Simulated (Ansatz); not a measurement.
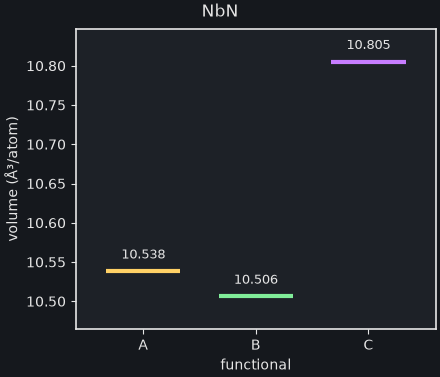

The figure shows the volume by functional for NbN, space group Fm-3m (No. 225). The labels are replaced by letters. In alphabetical order the cases are: PBE; PBE+D3(BJ); PBEsol.

The cell holds 2 atoms.

Calculation (Ansatz 0.2.0): volume and cell lengths of one structure relaxed by several density functionals; plane waves with PAW datasets, Γ-centred k mesh. All runs: no spin polarisation.

- occupations: Gaussian
- smearing width: 0.1 eV

The space group named is that of the starting cell.

Which letter stands for which functional?

Answer. A: PBE+D3(BJ) (10.5 Å³/atom); B: PBEsol (10.5 Å³/atom); C: PBE (10.8 Å³/atom).
